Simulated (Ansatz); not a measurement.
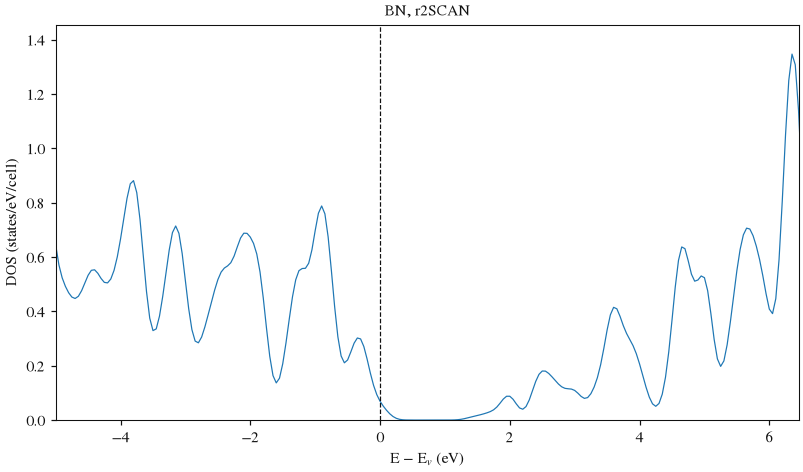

Density of states. Energies are counted from the top of the valence band. The curve is built from the levels of the k mesh with Gaussians 0.3 eV wide, which also blur the band edges.

The material is BN, space group Fm-3m, 2 atoms in the cell, rocksalt type, hydrostatic strain −0.5%.

Level of theory: DFT, r2SCAN, plane waves, PAW, no spin polarisation, 12×12×12 k mesh, 500 eV cutoff; code Ansatz 0.2.0.

Q: Is there a gap at the Fermi level, and how wide?

A: There is a gap; over the k points computed it is 1.46 eV (indirect; the smallest direct gap is 6.60 eV).

The cell is at 6 GPa in this functional.
